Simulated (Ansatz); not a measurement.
Input

```
crystal:
  lattice:
    - [0.0, 2.034518, 2.034518]
    - [2.034518, 0.0, 2.034518]
    - [2.034518, 2.034518, 0.0]
  atoms:
    - { symbol: Al, position: [0.5, 0.5, 0.5] }
    - { symbol: "N", position: [0.0, 0.0, 0.0] }
hamiltonian:
  xc: { exchange: pbe, correlation: pbe, exx: { coeff: 0.4, omega: 0.2 } }
  pseudopotentials: { kind: paw }
kpoints:
  mp_grid: { grid: [6, 6, 6] }
scf:
  occupations: { method: fermi_dirac, width: 0.05 }
output:
  forces: true
  stress: true
  eigenvalues: true
  write_density: true
  write_potential: true
  elf: true
  volumetric_format: npy
```

Run with:

```sh
ansatz run input.yaml --threads 2 --pin off --max-ram 5632MiB --backend cpu --events-out ev --progress --plain --runs-dir out
```

Below, planes, directions and counts refer to the conventional cell (a = 4.07 Å, b = 4.07 Å, c = 4.07 Å, α = 90.00°, β = 90.00°, γ = 90.00°).

Space group Fm-3m; a structure from a database of computed crystals, not necessarily the ambient phase; computed pressure about −12 GPa in this cell.

The calculation used Kohn-Sham DFT of a periodic cell, HSE06 form with a typed share of exact exchange, Ansatz PAW in Ansatz.

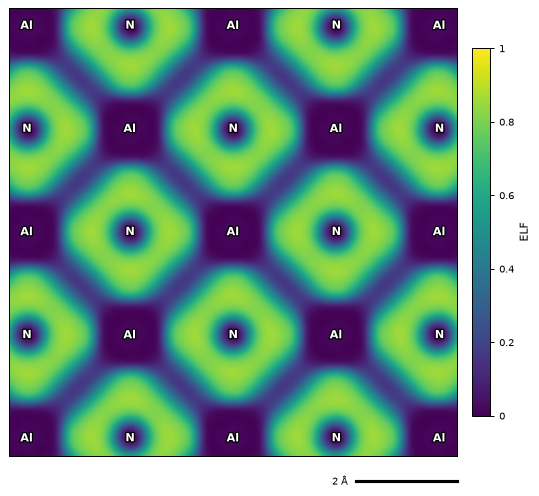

AlN. Electron localisation function on the (100) plane of the conventional cell.

Core electrons are frozen (PAW), and the valence fields are smoothed inside the atomic spheres.

Q: Describe what can be read from this map.

A:
- The plane passes through Al and N nuclei.
- Al–N (2.03 Å): the ELF peaks at about 0.85 in the valence shell of N, 0.8 Å from its nucleus, and is about 0.80 at the midpoint.
